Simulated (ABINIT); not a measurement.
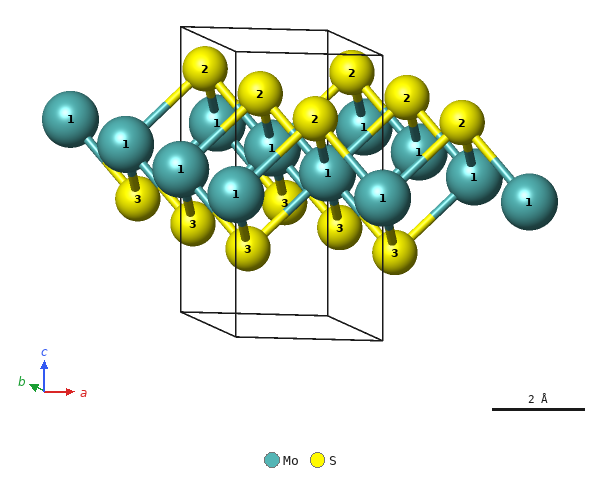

Fig. 1: The structure as given in the input (ball-and-stick view of the cell of the calculation, repeated 2 × 3 × 1, seen slightly off an axis; atoms are numbered from 1 in the order of the input). An atom can appear more than once, as a periodic image. Near neighbours in the periodic cell (some may lie outside the picture): Mo has 6 S at 2.42 Å; S has 3 Mo at 2.42 Å.

Single-point calculation of MoS$_{2}$

System: MoS$_{2}$ (3 atoms in the cell).
Method: Kohn-Sham DFT of a periodic cell, PBE0, SG15 NC PBE v1.2, no spin polarisation (ABINIT 10.8.3).

The structure derives from a Materials Project entry. The run did not end well.

### Input
```
# Pseudopotentials
pp_dirpath "./"
pseudos "Mo_ONCV_PBE-1.2.upf, S_ONCV_PBE-1.2.upf"

# Structure
acell 3.2274645616 3.2274645615 6.31247342 Angstrom
rprim
     1.0000000000     0.0000000000     0.0000000000
    -0.5000000000     0.8660254038     0.0000000000
     0.0000000000     0.0000000000     1.0000000000
ntypat 2
znucl 42 16
natom 3
typat 1 2 2
xred
     0.0000000000     0.0000000000     0.5000000000
     0.6666666667     0.3333333333     0.7446806800
     0.3333333333     0.6666666667     0.2553193200

# Plane-wave basis
ecut 22.0

# k points
kptopt 1
ngkpt 4 4 2
nshiftk 1
shiftk 0.0 0.0 0.0

# Exchange and correlation
ixc 41
hyb_mixing 0.35

# Bands and occupations
nband 17
occopt 3
tsmear 0.05 eV

# SCF cycle
nstep 60
toldfe 1.0e-7

# Output
iomode 3
prtwf 0
prteig 0
prtebands 0
enunit 1
prtden 1
prtvha 1
prtvclmb 1
prtpot 1
prtelf 1
```

Command:
```bash
mpirun --bind-to none -np 4 abinit run.abi > log 2>&1
```

### Output
```
.Version 10.8.3 of ABINIT
 Symmetries : space group P-3 m 1 (#164); Bravais hP (primitive hexag.)
================================================================================
 Values of the parameters that define the memory need of the present run
     intxc =       0    ionmov =       0      iscf =       7    lmnmax =       6
     lnmax =       6     mgfft =      54  mpssoang =       3    mqgrid =    3001
     natom =       3  nloc_mem =       1    nspden =       1   nspinor =       1
    nsppol =       1      nsym =      12    n1xccc =       0    ntypat =       2
    occopt =       3   xclevel =       2
       mpw =        1934          nfft =       39366          nkpt =           8
================================================================================
================================================================================

--------------------------------------------------------------------------------
------------- Echo of variables that govern the present computation ------------
--------------------------------------------------------------------------------
 -outvars: echo values of preprocessed input variables --------
            acell      6.0990241025E+00  6.0990241023E+00  1.1928845941E+01 Bohr
              amu      9.59400000E+01  3.20660000E+01
             ecut      2.20000000E+01 Hartree
           enunit           1
   hyb_mixing          3.5000000000E-01
              ixc          41
         kptrlatt        4    0    0      0    4    0      0    0    2
          kptrlen      2.38576919E+01
            natom           3
            nband          17
          nbandhf          17
            ngfft          27      27      54
             nkpt           8
           nkpthf          32
            nstep          60
             nsym          12
           ntypat           2
           occopt           3
        prtebands           0
           prteig           0
           prtelf           1
           prtpot           1
         prtvclmb           1
           prtvha           1
            prtwf           0
            rprim      1.0000000000E+00  0.0000000000E+00  0.0000000000E+00
                      -5.0000000000E-01  8.6602540380E-01  0.0000000000E+00
                       0.0000000000E+00  0.0000000000E+00  1.0000000000E+00
          spgroup         164
           toldfe      1.00000000E-07 Hartree
           tsmear      1.83746611E-03 Hartree
            typat      1  2  2
          usefock           1
           xangst      0.0000000000E+00  0.0000000000E+00  3.1562367100E+00
                       1.6137322808E+00  9.3168876671E-01  4.7007769989E+00
                       3.3332820768E-11  1.8633775334E+00  1.6116964211E+00
            xcart      0.0000000000E+00  0.0000000000E+00  5.9644229704E+00
                       3.0495120513E+00  1.7606366037E+00  8.8831811069E+00
                       6.2989902255E-11  3.5212732073E+00  3.0456648340E+00
             xred      0.0000000000E+00  0.0000000000E+00  5.0000000000E-01
                       6.6666666667E-01  3.3333333333E-01  7.4468068000E-01
                       3.3333333333E-01  6.6666666667E-01  2.5531932000E-01
            znucl       42.00000   16.00000

================================================================================

 chkinp: Checking input parameters for consistency.

================================================================================
== DATASET  1 ==================================================================

--- !DatasetInfo
iteration_state: {dtset: 1, }
dimensions: {natom: 3, nkpt: 8, mband: 17, nsppol: 1, nspinor: 1, nspden: 1, mpw: 1934, }
cutoff_energies: {ecut:  22.0, pawecutdg:  -1.0, }
electrons: {nelect:   2.60000000E+01, charge:   0.00000000E+00, occopt:   3.00000000E+00, tsmear:   1.83746611E-03, }
meta: {optdriver: 0, ionmov: 0, optcell: 0, iscf: 7, paral_kgb: 0, }
...

 Exchange-correlation functional for the present dataset will be:
  PBE0 with alpha=0.25

 Real(R)+Recip(G) space primitive vectors, cartesian coordinates (Bohr,Bohr^-1):
 R(1)=  6.0990241  0.0000000  0.0000000  G(1)=  0.1639607  0.0946627  0.0000000
 R(2)= -3.0495121  5.2819098  0.0000000  G(2)=  0.0000000  0.1893255  0.0000000
 R(3)=  0.0000000  0.0000000 11.9288459  G(3)=  0.0000000  0.0000000  0.0838304
 Unit cell volume ucvol=  3.8428175E+02 bohr^3
 Angles (23,13,12)=  9.00000000E+01  9.00000000E+01  1.20000000E+02 degrees

 getcut: wavevector=  0.0000  0.0000  0.0000  ngfft=  27  27  54
         ecut(hartree)=     22.000   => boxcut(ratio)=   2.02099

--- Pseudopotential description ------------------------------------------------
- pspini: atom type   1  psp file is ./Mo_ONCV_PBE-1.2.upf
12 -101130 2 -1 602                           pspcod,pspxc,lmax,lloc,mmax
     nproj     2     2     2

- pspini: atom type   2  psp file is ./S_ONCV_PBE-1.2.upf
12 -101130 1 -1 602                           pspcod,pspxc,lmax,lloc,mmax
     nproj     2     2     0

   5.42554789E+02                                ecore*ucvol(ha*bohr**3)
--------------------------------------------------------------------------------

================================================================================

--- !BeginCycle
iteration_state: {dtset: 1, }
solver: {iscf: 7, nstep: 60, nline: 4, wfoptalg: 0, }
tolerances: {toldfe: 1.00E-07, }
...

     iter   Etot(hartree)      deltaE(h)  residm     vres2
 ETOT  1  -84.584975659031    -8.458E+01 4.851E-02 8.966E+02
 ETOT  2  -88.526342102648    -3.941E+00 4.063E-03 2.617E+03
 ETOT  3  -88.748794235384    -2.225E-01 2.918E-03 1.789E+03
 ETOT  4  -88.786075971405    -3.728E-02 2.292E-04 1.577E+03
 ETOT  5  -88.634765938470     1.513E-01 2.320E-04 2.535E+03
 ETOT  6  -88.551133214449     8.363E-02 6.518E-05 2.988E+03
 ETOT  7  -88.929171427414    -3.780E-01 2.100E-03 3.650E+02
 ETOT  8  -89.001414080036    -7.224E-02 4.256E-04 1.081E+02
 ETOT  9  -89.003567061671    -2.153E-03 7.016E-05 1.422E+02
 ETOT 10  -89.007308303446    -3.741E-03 2.416E-04 8.251E+01
 ETOT 11  -88.943766929422     6.354E-02 6.431E-04 5.393E+02
 ETOT 12  -88.701557764401     2.422E-01 1.114E-03 2.010E+03
 ETOT 13  -88.631508596704     7.005E-02 5.610E-04 2.298E+03
 ETOT 14  -88.574431781035     5.708E-02 3.470E-04 2.432E+03
 ETOT 15  -87.893162724240     6.813E-01 1.276E-03 6.292E+03
 ETOT 16  -88.007294865089    -1.141E-01 2.202E-04 5.173E+03
 ETOT 17  -88.918909347951    -9.116E-01 7.245E-03 1.897E+01
 ETOT 18  -88.764824886939     1.541E-01 4.167E-03 1.947E+03
 ETOT 19  -88.333556739334     4.313E-01 2.902E-03 5.181E+03
 ETOT 20  -88.108902772558     2.247E-01 4.589E-04 6.620E+03
 ETOT 21  -88.427365020939    -3.185E-01 7.759E-04 3.924E+03
 ETOT 22  -88.521603255002    -9.424E-02 8.618E-05 3.259E+03
 ETOT 23  -88.849334430820    -3.277E-01 1.459E-03 8.653E+02
 ETOT 24  -88.967609253538    -1.183E-01 4.230E-04 3.308E+02
 ETOT 25  -88.980327173440    -1.272E-02 1.929E-05 3.248E+02
 ETOT 26  -89.025120278667    -4.479E-02 2.232E-04 3.848E+01
 ETOT 27  -89.036728930240    -1.161E-02 7.502E-05 3.478E+00
 ETOT 28  -88.981310501310     5.542E-02 6.314E-04 3.513E+02
 ETOT 29  -88.952851426191     2.846E-02 9.466E-05 5.499E+02
 ETOT 30  -88.965311252363    -1.246E-02 1.938E-05 4.555E+02
 ETOT 31  -88.955043862932     1.027E-02 1.052E-05 5.249E+02
 ETOT 32  -88.980244624030    -2.520E-02 2.595E-05 3.428E+02
 ETOT 33  -88.895984155481     8.426E-02 1.024E-04 8.542E+02
 ETOT 34  -88.992104755368    -9.612E-02 4.286E-04 1.779E+02
 ETOT 35  -89.028117578940    -3.601E-02 5.320E-04 2.729E+01
 ETOT 36  -89.028994233404    -8.767E-04 5.507E-05 4.960E+01
 ETOT 37  -89.023651376079     5.343E-03 1.558E-05 8.438E+01
 ETOT 38  -89.004112787842     1.954E-02 1.207E-04 2.305E+02
 ETOT 39  -89.000304195601     3.809E-03 8.514E-06 2.406E+02
 ETOT 40  -89.007155364382    -6.851E-03 8.310E-06 1.820E+02
 ETOT 41  -89.000496612231     6.659E-03 4.717E-06 2.259E+02
 ETOT 42  -88.957584628029     4.291E-02 1.037E-04 5.118E+02
 ETOT 43  -88.984824475177    -2.724E-02 5.999E-05 2.858E+02
 ETOT 44  -89.032526894778    -4.770E-02 4.187E-04 3.924E+00
 ETOT 45  -88.991571595148     4.096E-02 6.401E-04 3.351E+02
 ETOT 46  -89.026063540674    -3.449E-02 2.295E-04 6.755E+01
 ETOT 47  -89.037614444760    -1.155E-02 6.629E-05 2.307E+00
 ETOT 48  -89.039112556385    -1.498E-03 9.420E-06 6.581E-02
 ETOT 49  -89.038993024053     1.195E-04 6.003E-06 1.821E+00
 ETOT 50  -89.010810332730     2.818E-02 3.137E-04 1.995E+02
 ETOT 51  -88.996197245539     1.461E-02 4.178E-05 2.877E+02
 ETOT 52  -88.980378173237     1.582E-02 2.136E-05 3.845E+02
 ETOT 53  -88.978336378702     2.042E-03 2.013E-06 3.862E+02
 ETOT 54  -88.992217246269    -1.388E-02 1.048E-05 2.864E+02
 ETOT 55  -89.003571372683    -1.135E-02 8.161E-06 2.163E+02
 ETOT 56  -89.025918727937    -2.235E-02 6.791E-04 7.075E+01
 ETOT 57  -89.019063065811     6.856E-03 1.002E-04 1.448E+02
 ETOT 58  -89.037283338880    -1.822E-02 1.897E-04 6.126E-01
 ETOT 59  -89.039089006265    -1.806E-03 3.231E-06 4.160E-01
 ETOT 60  -89.027723698393     1.137E-02 1.209E-04 8.326E+01

 Compute ELF
--------------------------------------------------------------------------------

 Compute kinetic energy density

 Compute gradient of the electron density
 Electron Localization Function (ELF) [min:0;max:1]
)     Maximum=    9.5248E-01  at reduced coord.    0.6667    0.3333    0.8889
)     Minimum=    5.4440E-07  at reduced coord.    0.3333    0.6667    0.2593
   Integrated=    1.4737E+02

--------------------------------------------------------------------------------
 End of ELF section

 Cartesian components of stress tensor (hartree/bohr^3)
  sigma(1 1)= -4.97897555E-05  sigma(3 2)=  0.00000000E+00
  sigma(2 2)= -4.97897554E-05  sigma(3 1)=  0.00000000E+00
  sigma(3 3)= -4.99533474E-04  sigma(2 1)= -6.48332738E-14

 scprqt:  WARNING -
  nstep=   60 was not enough SCF cycles to converge;
  maximum energy difference=  1.137E-02 exceeds toldfe=  1.000E-07

--- !ResultsGS
iteration_state: {dtset: 1, }
comment   : Summary of ground state results
lattice_vectors:
- [  6.0990241,   0.0000000,   0.0000000, ]
- [ -3.0495121,   5.2819098,   0.0000000, ]
- [  0.0000000,   0.0000000,  11.9288459, ]
lattice_lengths: [   6.09902,    6.09902,   11.92885, ]
lattice_angles: [ 90.000,  90.000, 120.000, ] # degrees, (23, 13, 12)
lattice_volume:   3.8428175E+02
convergence: {deltae:  1.137E-02, res2:  8.326E+01, residm:  1.209E-04, diffor: null, }
etotal    :  -8.90277237E+01
entropy   :   0.00000000E+00
fermie    :   2.99997864E-01
cartesian_stress_tensor: # hartree/bohr^3
- [ -4.97897555E-05,  -6.48332738E-14,   0.00000000E+00, ]
- [ -6.48332738E-14,  -4.97897554E-05,   0.00000000E+00, ]
- [  0.00000000E+00,   0.00000000E+00,  -4.99533474E-04, ]
pressure_GPa:   5.8755E+00
xred      :
- [  0.0000E+00,   0.0000E+00,   5.0000E-01, Mo]
- [  6.6667E-01,   3.3333E-01,   7.4468E-01,  S]
- [  3.3333E-01,   6.6667E-01,   2.5532E-01,  S]
cartesian_forces: # hartree/bohr
- [ -1.72456203E-31,   3.48015105E-26,  -0.00000000E+00, ]
- [  4.52084452E-26,  -9.57039299E-26,  -3.13465879E-02, ]
- [ -4.52082727E-26,   6.09024194E-26,   3.13465879E-02, ]
force_length_stats: {min:   3.48015105E-26, max:   3.13465879E-02, mean:   2.08977253E-02, }
...

 Integrated electronic density in atomic spheres:
 ------------------------------------------------
 Atom  Sphere_radius  Integrated_density
    1        2.00000         10.54159078
    2        2.00000          3.86752252
    3        2.00000          3.86752252
================================================================================

 ----iterations are completed or convergence reached----

 Mean square residual over all n,k,spin=   53.187E-06; max=  12.094E-05
 reduced coordinates (array xred) for    3 atoms
       0.000000000000      0.000000000000      0.500000000000
       0.666666666667      0.333333333333      0.744680680000
       0.333333333333      0.666666666667      0.255319320000
 rms dE/dt=  1.7627E-01; max dE/dt=  3.7393E-01; dE/dt below (all hartree)
    1       0.000000000000     -0.000000000000      0.000000000000
    2      -0.000000000000      0.000000000000      0.373928617716
    3       0.000000000000     -0.000000000000     -0.373928617716

 cartesian coordinates (angstrom) at end:
    1      0.00000000000000     0.00000000000000     3.15623671000000
    2      1.61373228081667     0.93168876670774     4.70077699888753
    3      0.00000000003333     1.86337753341549     1.61169642111247

 cartesian forces (hartree/bohr) at end:
    1     -0.00000000000000     0.00000000000000    -0.00000000000000
    2      0.00000000000000    -0.00000000000000    -0.03134658789032
    3     -0.00000000000000     0.00000000000000     0.03134658789032
 frms,max,avg= 1.4776923E-02 3.1346588E-02   0.000E+00  0.000E+00  0.000E+00 h/b

 cartesian forces (eV/Angstrom) at end:
    1     -0.00000000000000     0.00000000000000    -0.00000000000000
    2      0.00000000000000    -0.00000000000000    -1.61190635874169
    3     -0.00000000000000     0.00000000000000     1.61190635874169
 frms,max,avg= 7.5985994E-01 1.6119064E+00   0.000E+00  0.000E+00  0.000E+00 e/A
 length scales=  6.099024102497  6.099024102308 11.928845940872 bohr
              =  3.227464561600  3.227464561500  6.312473420000 angstroms
 Fermi (or HOMO) energy (eV) =   8.16336   Average Vxc (eV)=  -7.27557
 Eigenvalues (   eV  ) for nkpt=   8  k points:
 kpt#   1, nband= 17, wtk=  0.03125, kpt=  0.0000  0.0000  0.0000 (reduced coord)
 -60.63281  -32.36586  -32.35930  -32.35758   -9.44266   -7.67523   -0.25094    2.72577
   2.72774    5.47627    6.36220    6.36902    6.40896    7.48025    7.48102   12.98164
  12.98179
 prteigrs : prtvol=0 or 1, do not print more k-points.

--- !EnergyTerms
iteration_state     : {dtset: 1, }
comment             : Components of total free energy in Hartree
kinetic             :  2.90300749840968E+01
hartree             :  2.97864704152604E+01
xc                  : -8.41261419581166E+00
Ewald energy        : -5.70820386250769E+01
psp_core            :  1.41186717263295E+00
local_psp           : -8.95483888531150E+01
non_local_psp+x     :  5.78734721005997E+00
internal            : -8.90272818919534E+01
'-kT*entropy'       : -4.41806439809246E-04
total_energy        : -8.90277236983932E+01
...

--- !EnergyTermsDC
iteration_state     : {dtset: 1, }
comment             : '"Double-counting" decomposition of free energy'
band_energy         : -1.10073531536709E+01
Ewald energy        : -5.70820386250769E+01
psp_core            :  1.41186717263295E+00
xc_dc               : -2.33951448253415E+01
internal            : -9.00726694314563E+01
'-kT*entropy'       : -4.41806439809246E-04
total_energy_dc     : -9.00731112378961E+01
...

 Cartesian components of stress tensor (hartree/bohr^3)
  sigma(1 1)= -4.97897555E-05  sigma(3 2)=  0.00000000E+00
  sigma(2 2)= -4.97897554E-05  sigma(3 1)=  0.00000000E+00
  sigma(3 3)= -4.99533474E-04  sigma(2 1)= -6.48332738E-14

-Cartesian components of stress tensor (GPa)         [Pressure=  5.8755E+00 GPa]
- sigma(1 1)= -1.46486518E+00  sigma(3 2)=  0.00000000E+00
- sigma(2 2)= -1.46486518E+00  sigma(3 1)=  0.00000000E+00
- sigma(3 3)= -1.46967822E+01  sigma(2 1)= -1.90746077E-09

== END DATASET(S) ==============================================================
================================================================================

 -outvars: echo values of variables after computation  --------
            acell      6.0990241025E+00  6.0990241023E+00  1.1928845941E+01 Bohr
           etotal     -8.9027723698E+01
            fcart     -1.7245620326E-31  3.4801510512E-26 -0.0000000000E+00
                       4.5208445175E-26 -9.5703929880E-26 -3.1346587890E-02
                      -4.5208272719E-26  6.0902419369E-26  3.1346587890E-02
            rprim      1.0000000000E+00  0.0000000000E+00  0.0000000000E+00
                      -5.0000000000E-01  8.6602540380E-01  0.0000000000E+00
                       0.0000000000E+00  0.0000000000E+00  1.0000000000E+00
           strten     -4.9789755494E-05 -4.9789755399E-05 -4.9953347364E-04
                       0.0000000000E+00  0.0000000000E+00 -6.4833273820E-14
           xangst      0.0000000000E+00  0.0000000000E+00  3.1562367100E+00
                       1.6137322808E+00  9.3168876671E-01  4.7007769989E+00
                       3.3332820768E-11  1.8633775334E+00  1.6116964211E+00
             xred      0.0000000000E+00  0.0000000000E+00  5.0000000000E-01
                       6.6666666667E-01  3.3333333333E-01  7.4468068000E-01
                       3.3333333333E-01  6.6666666667E-01  2.5531932000E-01
 Calculation completed.
```

### Outcome

```tsv
quantity	value
outcome	not converged
space group (tolerance 0.01 Å)	P-3m1 (164)
electrons treated	26
free energy	−2422.5678 eV
Fermi energy	8.163 eV
gap on the k-point mesh	none (metallic)
pressure	5.88 GPa
largest force (length of the vector)	1.612 eV/Å
hardware	4 threads of Arm Neoverse V1, 24 GiB of memory available, shared host
wall time	21 min (CPU time 84 min)
peak memory	0.32 GiB
```

### Diagnosis

The run did not converge. Its last values are not results. Notes on the run: was not enough SCF cycles. Points of doubt noted for this run: coarse exchange mesh.
